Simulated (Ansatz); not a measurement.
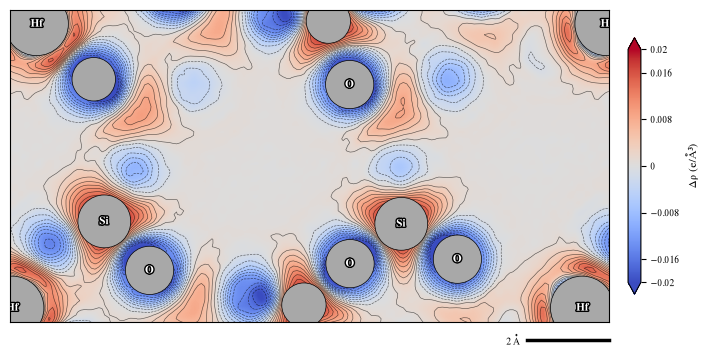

HfSi₇O₁₆ (cell with a defect). Difference of the valence pseudo-densities of two functionals at the same geometry, on the (100) plane of the calculation cell: PBE less r2SCAN.

Both computed with Ansatz (plane waves, PAW), on the same k-point mesh. Grey discs cover the atomic cores.

```xyz
24
Lattice="-5.1085 3.9790 2.4783 10.2170 -7.9579 4.9565 5.1085 3.9790 -2.4783" Properties=species:S:1:pos:R:3 pbc="T T T"
Hf    0.9401    2.9642    2.5637
Si    6.2147   -1.2475    4.7841
Si    3.8765    1.2674    0.1193
Si    9.2849   -2.8815    2.4653
Si    4.0142    3.0152    2.5810
Si    9.2962   -1.2527    5.0481
Si    0.8151    1.2595   -0.1996
Si    6.4047   -3.0976    2.4613
O     1.0542    1.1893    3.3685
O     5.5536   -2.4490    5.6674
O     3.9727    2.6370    0.9934
O     9.5735   -1.6695    3.5082
O    -0.4961    5.5311    1.1522
O     4.0193    1.6322    3.4284
O     0.6172    2.6102    0.6775
O     6.1815   -1.6496    3.2080
O     7.7681   -0.1211    0.4044
O     7.7231   -0.9516    5.2878
O     2.3573    0.7574   -0.0997
O     7.8935   -3.6572    2.8334
O     4.6535    0.0670    0.8656
O    10.5403   -3.8577    2.5502
O    -0.1184    0.1005    0.4198
O    10.4647   -0.1963    0.5409
```

Q: Where does the change of functional move the electrons?

A: Against r2SCAN, PBE gives more density around Hf (+0.006 e/Å³ on average at 1.2 Å from the nucleus), less density around O (−0.013 e/Å³ on average at 0.7 Å from the nucleus) and a change of −0.010 e/Å³ at the midpoint of Si–O and −0.010 e/Å³ at the midpoint of Si–O.
